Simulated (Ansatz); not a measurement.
## Electronic structure of Si (slab) in real space

Input file:

```
crystal:
  lattice:
    - [3.8677060711, 0.0, 0.0]
    - [0.0, 5.469762381, 0.0]
    - [0.0, 0.0, 24.6692651777]
  atoms:
    - { symbol: Si, position: [0.5, 0.0, 0.3040220268] }
    - { symbol: Si, position: [0.0, 0.25, 0.3040220268] }
    - { symbol: Si, position: [0.0, 0.5, 0.3824132161] }
    - { symbol: Si, position: [0.5, 0.75, 0.3824132161] }
    - { symbol: Si, position: [0.5, 0.0, 0.4608044054] }
    - { symbol: Si, position: [0.0, 0.25, 0.4608044054] }
    - { symbol: Si, position: [0.0, 0.5, 0.5391955946] }
    - { symbol: Si, position: [0.5, 0.75, 0.5391955946] }
    - { symbol: Si, position: [0.5, 0.0, 0.6175867839] }
    - { symbol: Si, position: [0.0, 0.25, 0.6175867839] }
    - { symbol: Si, position: [0.0, 0.5, 0.6959779732] }
    - { symbol: Si, position: [0.5, 0.75, 0.6959779732] }
basis:
  ecutwfc: 420
kpoints:
  mp_grid: { grid: [7, 5, 1] }
hamiltonian:
  xc: pbe
scf:
  occupations: { method: gaussian, width: 0.05 }
output:
  forces: true
  stress: true
  eigenvalues: true
  write_density: true
  write_potential: true
  elf: true
  volumetric_format: npy
efield:
  axis: 3
  dipole_correction: true
  ramp_width: 0.04
```

Run with:

```sh
ansatz run input.yaml --threads 1 --pin off --max-ram 2560MiB --backend cpu --events-out ev --progress --plain --runs-dir out
```

Not relaxed (largest force 0.6 eV/Å).

Method: DFT PBE, scalar-relativistic, plane waves, PAW in Ansatz.

In a PAW calculation such maps are meaningful between the atoms, not at the nuclei.

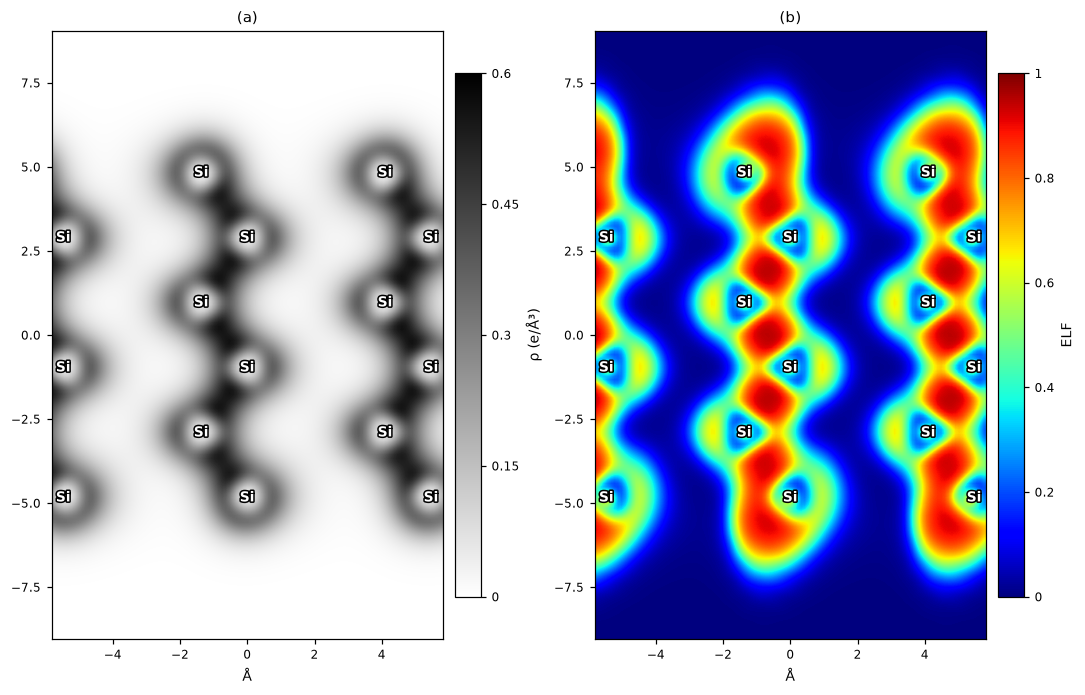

Figure 1. (a) valence charge density (pseudo); (b) ELF on the (100) plane of the calculation cell, a cut from vacuum to vacuum.

Interpret the plot.

Answer.
- The plane passes through Si nuclei.
- Si–Si (2.37 Å): ρ at the midpoint is about 0.53 e/Å³; the ELF peaks at about 0.95 between the atoms.
- The density dies away to nearly zero in the vacuum.
- The ELF also peaks beside Si, away from the bonds: lone-pair regions.

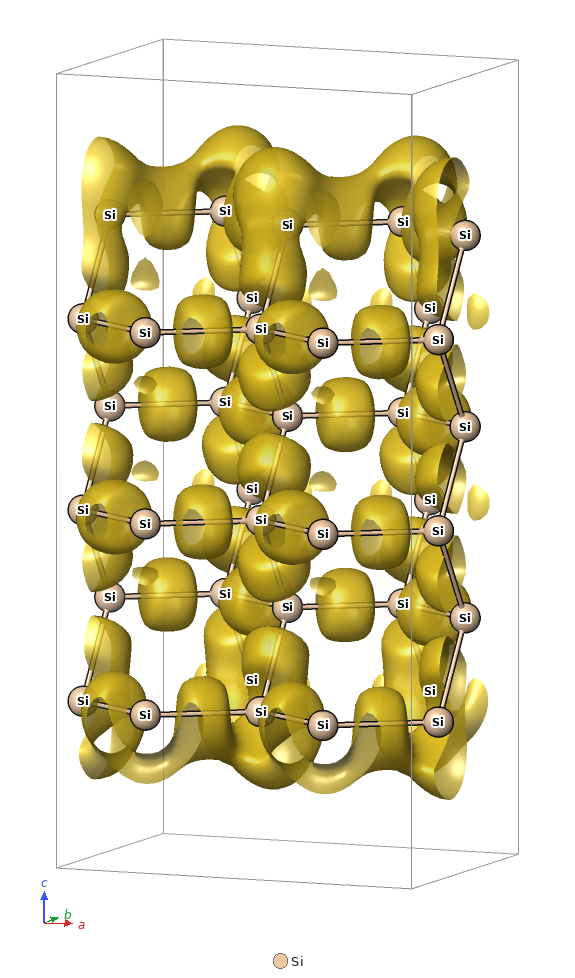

Figure 2. Isosurface of the electron localisation function at 0.75 (yellow), seen slightly off an axis. Only the valence region is drawn (cores and ρ < 0.01 e/Å³ removed). Sticks mark near contacts.

Describe the localisation domains.

Answer. The surface consists of 14 regions between bonded Si–Si atoms and channels that run through the cell in one direction, counted in one cell of 12 atoms. Counts are for one cell; the picture repeats the cell along the surface.

Metal or insulator at this level of theory?

Answer. It is gapless in this calculation (a metal or semimetal).
